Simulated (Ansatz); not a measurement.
# AlFe: single-point calculation

- system: AlFe (Pm-3m, 2 atoms in the cell)
- method: DFT PBE, scalar-relativistic, plane waves, PAW, spin-polarised (Ansatz 0.2.0)

The structure derives from an entry of the Crystallography Open Database. Figures and captions count atoms from 1; the log counts them from 0 in places.

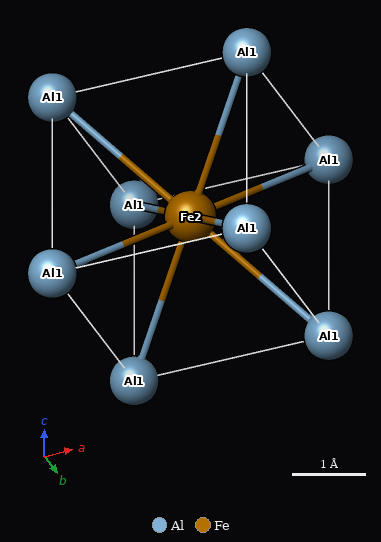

*The input geometry (ball-and-stick view of the cell of the calculation, seen at an oblique angle; atoms are numbered from 1 in the order of the input). An atom can appear more than once, as a periodic image.*

Near neighbours in the periodic cell (some may lie outside the picture): Al has 8 Fe at 2.52 Å; Fe has 8 Al at 2.52 Å.

Key numbers:

| quantity | value |
| --- | --- |
| outcome | converged |
| space group (tolerance 0.01 Å) | Pm-3m (221) |
| electrons treated | 19 |
| free energy | −5018.6217 eV |
| Fermi energy | 13.444 eV |
| gap on the k-point mesh | none (metallic) |
| net moment of the cell | 0.74 μB |
| integrated absolute moment | 0.84 μB |
| pressure | −5.96 GPa |
| largest force (length of the vector) | under 0.001 eV/Å |
| hardware | 1 thread of Arm Neoverse V1, 24 GiB of memory available, shared host |
| wall time | 1.9 s |
| peak memory | 0.26 GiB |

Remarks:

The cell is under a tension of 6.0 GPa at this level, so it is not at its equilibrium volume.

Input:
```yaml
crystal:
  lattice:
    - [2.91, 0.0, 0.0]
    - [0.0, 2.91, 0.0]
    - [0.0, 0.0, 2.91]
  atoms:
    - { symbol: Al, position: [0.0, 0.0, 0.0] }
    - { symbol: Fe, position: [0.5, 0.5, 0.5], spin: 4.0 }
basis:
  ecutwfc: 420
kpoints:
  mp_grid: { grid: [6, 6, 6] }
hamiltonian:
  xc: pbe
scf:
  occupations: { method: gaussian, width: 0.1 }
  lower_state_search: "off"
output:
  forces: true
  stress: true
  eigenvalues: true
  populations: true
magnetization:
  spin_polarized: true
```

Run as:
```bash
ansatz run input.yaml --threads 1 --pin off --max-ram 2560MiB --backend cpu --events-out ev --progress --plain --runs-dir out
```

What the program printed:
```
Engine: ansatz 0.2.0, aarch64-unknown-linux-gnu
Pseudopotentials: kind: paw
Pseudopotential: Al, paw, valence charge 3, recommended cutoff 420 eV (normal), Al.paw.azcp
Pseudopotential: Fe, paw, valence charge 16, recommended cutoff 420 eV (normal), Fe.paw.azcp
Functional definition: PBE
  parameter kappa = 0.804
  parameter beta = 0.06672455060314922
  exchange = pbe_x(kappa = kappa, mu = beta*pi^2/3)
  correlation = pbe_c(beta = beta)
Crystal: 2 atoms, lattice volume = 24.642 Å³
Basis set: ecut = 420 eV, 461 PW (Γ), exchange–correlation on 40×40×40 points (8 copies of the dense FFT grid, shifted against one another)
Bands: 16, of which v1, the nominal top of the filled ones, is band 10 counted from 1 (9 counted from 0)
Symmetry: 48 space group operations
Space group: Pm-3m (ITA 221), of the structure as read, at distance tolerance 2.9e-5 Å
Magnetic group: BNS 221.92 (UNI 1594), of the structure as read, at distance tolerance 2.9e-5 Å
k-points: 20 of 216
Non-local potential: Al, projectors of the file, l = 0: 2, l = 1: 2, l = 2: 1
Non-local potential: Fe, projectors of the file, l = 0: 3, l = 1: 2, l = 2: 3, l = 3: 1
PAW form: soft (Blöchl's): semilocal exchange-correlation on the pseudo side does not see the compensation charge
PAW one-centre angular grid: Al, 110 points (default); XC on 64 Gauss nodes
PAW one-centre angular grid: Fe, 590 points (default); XC on 64 Gauss nodes
Initial density: superposition of atomic densities (chi_scale 0.1, normalization cell)
Starting moments: Σ|m| = 4 μB on 1 of 2 sites
Initial wavefunctions: pseudopotential atomic-orbital guess
Functional: x = pbe(κ = 0.804, μ = 0.2195149727645171), c = pbe(β = 0.06672455060314922)
iter 1 solved again at ethr=1.49e-3 eV; its pass at ethr=3.10e-3 eV (dr2=2.82e-1 eV) is discarded
SCF iter   1: F=—  HF=-5017.938109 eV  |F-HF|=—  |Δ(HF+E_count)|=         —  Δρ=9.72e-2 (↑9.47e-2 ↓9.72e-2)  dr2=2.82e-1  dr2_m=2.03e0  M=2.338 μB ∫|m|=2.633 μB  β_m=0.30  ethr=1.49e-3  ⟨swp⟩=1.0  Hψ=3826  notcnv=0
Mixer restart at iter 1: flushing history
preconditioner: auto → none  [metal: Δε(μ)=0.012 eV  Ē_g=10.427 eV  σ=0.100 eV  W_gap=0.07  n_scr=6 (ndim 8)  ℏωp=24.8 eV  f_vac=0.000  D(μ)=3.31/eV (n_scr^D=56)  sad-step TF]
spin-set hold released at iteration 1 (the charge has settled, or the pull on large starting moments outlasts its swing): the magnetisation degrees of freedom join the quasi-Newton model from the next iteration; the mixer history was flushed
SCF iter   2: F=—  HF=-5018.110666 eV  |F-HF|=—  |Δ(HF+E_count)|=   1.73e-1  Δρ=8.47e-2 (↑8.47e-2 ↓7.98e-2)  dr2=1.98e-1  dr2_m=1.49e0  M=2.126 μB ∫|m|=2.479 μB  β_m=0.40  ethr=1.48e-3  ⟨swp⟩=2.0  Hψ=885  notcnv=0
SCF iter   3: F=—  HF=-5018.673208 eV  |F-HF|=—  |Δ(HF+E_count)|=   5.63e-1  Δρ=7.88e-2 (↑1.46e-2 ↓7.88e-2)  dr2=1.73e0  dr2_m=2.81e-1  M=1.491 μB ∫|m|=1.899 μB  β_m=0.41  ethr=1.04e-3  ⟨swp⟩=2.6  Hψ=1368  notcnv=0  defer=12
SCF iter   4: F=—  HF=-5018.589103 eV  |F-HF|=—  |Δ(HF+E_count)|=   8.41e-2  Δρ=4.58e-2 (↑4.58e-2 ↓8.13e-3)  dr2=2.94e-1  dr2_m=1.50e-1  M=0.824 μB ∫|m|=1.222 μB  β_m=0.49  ethr=1.04e-3  ⟨swp⟩=3.1  Hψ=1499  notcnv=0  defer=50
SCF iter   5: F=—  HF=-5018.594202 eV  |F-HF|=—  |Δ(HF+E_count)|=   5.10e-3  Δρ=1.37e-2 (↑1.37e-2 ↓7.11e-3)  dr2=3.27e-2  dr2_m=1.77e-2  M=0.712 μB ∫|m|=0.968 μB  β_m=0.70  ethr=1.04e-3  ⟨swp⟩=2.1  Hψ=1026  notcnv=0  defer=52
SCF iter   6: F=—  HF=-5018.613464 eV  |F-HF|=—  |Δ(HF+E_count)|=   1.93e-2  Δρ=1.19e-2 (↑1.19e-2 ↓7.93e-3)  dr2=2.31e-3  dr2_m=2.20e-2  M=0.749 μB ∫|m|=0.927 μB  β_m=0.85  ethr=1.72e-4  ⟨swp⟩=2.5  Hψ=1060  notcnv=0  defer=55
SCF iter   7: F=—  HF=-5018.614929 eV  |F-HF|=—  |Δ(HF+E_count)|=   1.46e-3  Δρ=1.08e-2 (↑1.08e-2 ↓9.65e-3)  dr2=6.42e-4  dr2_m=2.28e-2  M=0.698 μB ∫|m|=0.760 μB  β_m=0.74  ethr=1.22e-5  ⟨swp⟩=2.0  Hψ=1133  notcnv=0  defer=55
SCF iter   8: F=—  HF=-5018.620085 eV  |F-HF|=—  |Δ(HF+E_count)|=   5.16e-3  Δρ=5.41e-3 (↑5.41e-3 ↓5.33e-3)  dr2=1.91e-4  dr2_m=6.34e-3  M=0.726 μB ∫|m|=0.806 μB  β_m=0.87  ethr=3.38e-6  ⟨swp⟩=2.0  Hψ=919  notcnv=0  defer=56
SCF iter   9: F=—  HF=-5018.621689 eV  |F-HF|=—  |Δ(HF+E_count)|=   1.60e-3  Δρ=1.14e-3 (↑7.16e-4 ↓1.14e-3)  dr2=7.55e-5  dr2_m=1.87e-4  M=0.742 μB ∫|m|=0.838 μB  β_m=0.94  ethr=1.01e-6  ⟨swp⟩=2.0  Hψ=860  notcnv=0  defer=56
SCF iter  10: F=—  HF=-5018.621724 eV  |F-HF|=—  |Δ(HF+E_count)|=   3.44e-5  Δρ=2.72e-4 (↑2.72e-4 ↓2.00e-4)  dr2=6.58e-7  dr2_m=1.24e-5  M=0.744 μB ∫|m|=0.843 μB  β_m=0.97  ethr=3.97e-7  ⟨swp⟩=1.4  Hψ=713  notcnv=0  defer=56
SCF iter  11: F=—  HF=-5018.621745 eV  |F-HF|=—  |Δ(HF+E_count)|=   2.14e-5  Δρ=8.20e-5 (↑5.95e-5 ↓8.20e-5)  dr2=2.25e-7  dr2_m=1.08e-6  M=0.744 μB ∫|m|=0.841 μB  β_m=0.98  ethr=3.47e-9  ⟨swp⟩=2.3  Hψ=951  notcnv=0  defer=56
iter 12 did not close the SCF: its close was put off for a magnetic moment that had not settled (scf_convergence_deferred on its scf_iter line)
SCF iter  12: F=-5018.621746 eV  HF=-5018.621746 eV  |F-HF|=1.19e-10  |Δ(HF+E_count)|=   3.80e-7  Δρ=1.34e-5 (↑1.34e-5 ↓4.60e-6)  dr2=1.13e-8  dr2_m=1.79e-8  M=0.744 μB ∫|m|=0.841 μB  β_m=0.99  ethr=5.26e-10  ⟨swp⟩=7.6  Hψ=2546  notcnv=0
SCF iter  13: F=-5018.621746 eV  HF=-5018.621746 eV  |F-HF|=1.24e-9  |Δ(HF+E_count)|=   1.18e-8  Δρ=3.85e-6 (↑1.66e-6 ↓3.85e-6)  dr2=2.01e-9  dr2_m=1.57e-9  M=0.744 μB ∫|m|=0.841 μB  ethr=5.96e-11  ⟨swp⟩=1.9  Hψ=1728  notcnv=0
SCF 1 converged in 13 iterations: F = -5018.621746 eV  dr2 = 2.01e-9
  greatest PAW one-centre occupation: 1.001 electrons in one spin orbital (limit 2), on the Fe atom at site 1 (counted from 0), in its partial waves of l = 1
```

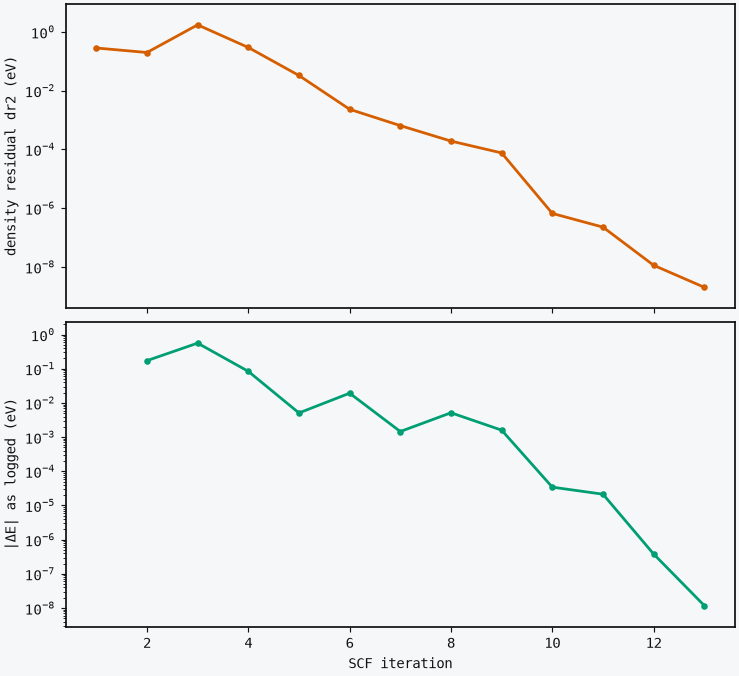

*Convergence of the self-consistent field: density residual dr2 and size of the energy change against the SCF iteration.*

The residual comes down, with one marked jump up, by a factor of about 9, at step 3.

```
SCF converged after 13 iterations
Magnetization: 0.7439 μB (9.8720 up, 9.1280 down)
Absolute magnetization: 0.8410 μB (∫|ρ↑−ρ↓|, with the PAW one-centre terms)
Spin contamination: 0.0091 ħ² per cell (⟨S²⟩ above its minimum at these occupations)
Per-site moments (μB) at R_I (Å): [(-0.0260693182301976, 1.0395552440677456), (0.7722913087417178, 1.0395552440677456)]
Free energy (F): -5018.621746 eV
Harris-Foulkes:  -5018.621746 eV  (|F-HF|=1.24e-9)
Internal energy: -5018.612375 eV  (E = F + TS)
E sigma→0 (E₀):  -5018.617060 eV
Entropy (-TS):   -0.009370 eV (-4.685 meV/atom)
Fermi energy:    13.444273 eV
--- Per-component energies (eV) ---
  E_band       = -258.544267
  E_kinetic    = 379.792209
  E_local      = -2783.603214  (includes V_loc(G=0)·N_el)
  E_nonlocal   = 226.656707
  E_hartree    = 1202.055856
  E_xc         = -159.278676
  E_vxc        = -182.951429  (∫ρ·V_xc dr)
  E_paw        = -1833.474938  (= ΣΔE_a)
  E_vpaw       = -302.554108  (= ΣTr[D̂ρ^β])
  E_aug_tail   = 0.000782  (compensation charges beyond the density's cutoff)
  E_ewald      = -2050.761102
  E_smearing   = -0.009370  (= −TS)
  E_closure    = 0.000000  (closes the sum)
  Σ components = -5018.621746   (vs F -5018.621746, Δ=0.00e0)
--- Forces (eV/Å), atoms counted from 1 ---
  atom   1  Al    -0.00000000     0.00000000     0.00000000
  atom   2  Fe     0.00000000    -0.00000000     0.00000000
  max |Σ_I F_I| component: 1.32e-28 eV/Å
--- Stress (GPa, compression-positive) ---
       -5.960009      -0.000000       0.000000
        0.000000      -5.960009       0.000000
        0.000000       0.000000      -5.960009
  P = ⅓ Tr σ = -5.9600 GPa (-59.600 kbar)
--- Band table (eV; the first three rows and the last of 40) ---
  k-point 0 ↑: bands = ["-73.2679", "-39.3278", "-39.3278", "-39.3278", "3.2375", "11.0797", "11.0797", "13.0056", "13.0056", "13.0056", "19.5705", "19.5705", "19.5705", "22.5699", "22.5699", "28.3120"]
  k-point 1 ↑: bands = ["-73.2670", "-39.3409", "-39.3268", "-39.3268", "3.7431", "10.9713", "11.2178", "12.7469", "12.7469", "13.0338", "16.8748", "20.2672", "20.2672", "22.4572", "24.8190", "30.0661"]
  k-point 2 ↑: bands = ["-73.2650", "-39.3670", "-39.3247", "-39.3247", "5.2061", "9.8445", "11.5135", "12.3048", "12.3048", "13.0909", "14.6906", "22.0440", "22.0440", "22.1829", "26.6630", "27.7073"]
  k-point 19 ↓: bands = ["-72.4030", "-38.5357", "-38.5357", "-38.5357", "10.3974", "10.3974", "10.3974", "14.4116", "14.4116", "16.4159", "16.4159", "16.4159", "17.2955", "19.5847", "19.5847", "19.5847"]
--- Löwdin populations: 2 sites ---
  site symbol       q [e]    m [muB]
     0     Al      3.1650    -0.0508
     1     Fe     15.6714     0.7969
  spilling = 0.008613 (of n_electrons = 19.000000)
```

File populations.tsv:
```
# site	symbol	l	j	q_up	q_dn
# orbitals = lowdin
# n_electrons = 19.000000
# spilling = 0.008613
0	Al	0_3S	-	0.430425	0.450638
0	Al	1_3P	-	1.126640	1.157249
1	Fe	0_3S	-	0.978855	0.979400
1	Fe	0_4S	-	0.245303	0.248291
1	Fe	1_3P	-	2.994592	2.994197
1	Fe	2_3D	-	4.015376	3.215385
```

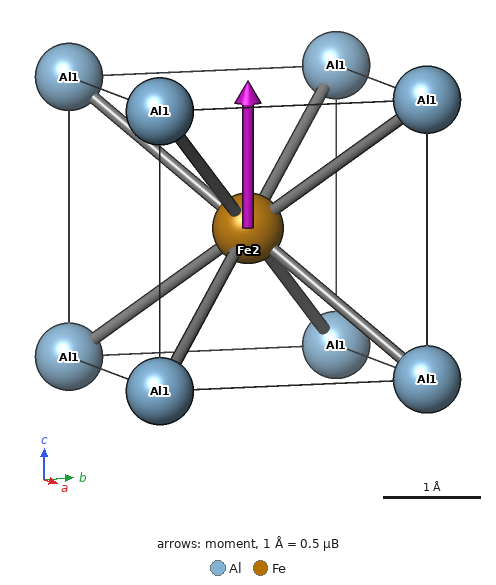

*Magnetic moments of the sites as pink arrows (ball-and-stick view of the cell of the calculation, seen slightly off an axis; atoms are numbered from 1 in the order of the input); small moments hardly show. The run is collinear, so the axis drawn is arbitrary.*

Site moments: Fe2 (0.77 μB). They are counted near the atoms and needn't add up to the moment of the cell.

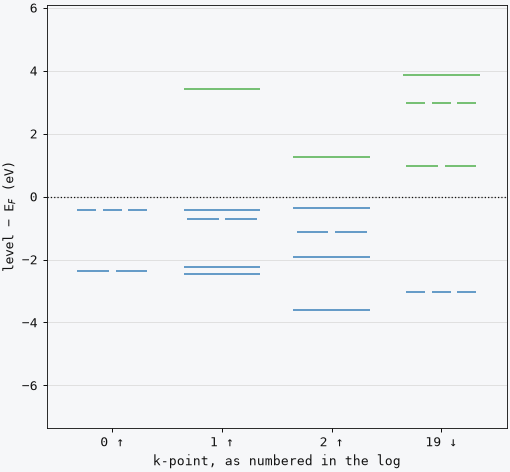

*Kohn–Sham levels near the Fermi level (dotted) at the few k-points that the log prints; levels within 0.02 eV of each other stand side by side.*

The system is metallic on the full mesh.
